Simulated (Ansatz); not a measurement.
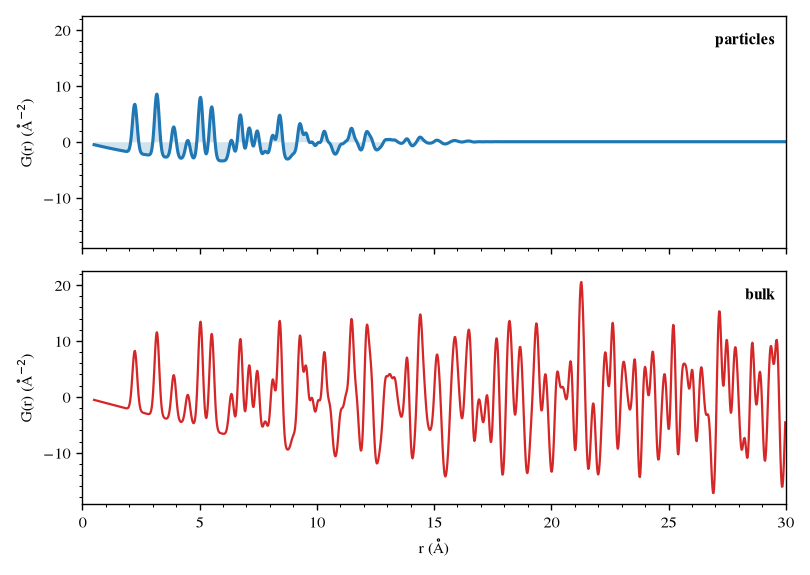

Simulated X-ray pair distribution function, G(r) = R(r)/r − 4πρ₀r, summed over the atomic distances of the structure with each pair weighted by the product of the atomic numbers (X-ray weights at Q = 0); every distance is a Gaussian of σ = 0.10 Å, for spherical particles of Co with the bulk structure: the bulk G(r) is multiplied by the envelope of a sphere of diameter D, 1 − 3r/2D + r³/2D³, with no surface relaxation. The number density is 0.0878 atoms per Å³. It is based on coordinates from a relaxation with DFT, PBEsol, plane waves (420 eV) with PAW, scalar-relativistic (Ansatz); the starting structure was generated, so it need not be a known form of this composition.

Q: Estimate the particle diameter.

A: About 18 Å (1.8 nm): the signal is half of the bulk amplitude at r ≈ 6.2 Å and vanishes at r = D, fading from view somewhat earlier.

Q: Roughly how many atoms does one particle hold?

A: About 270 (number density 0.0878 Å⁻³ times πD³/6).
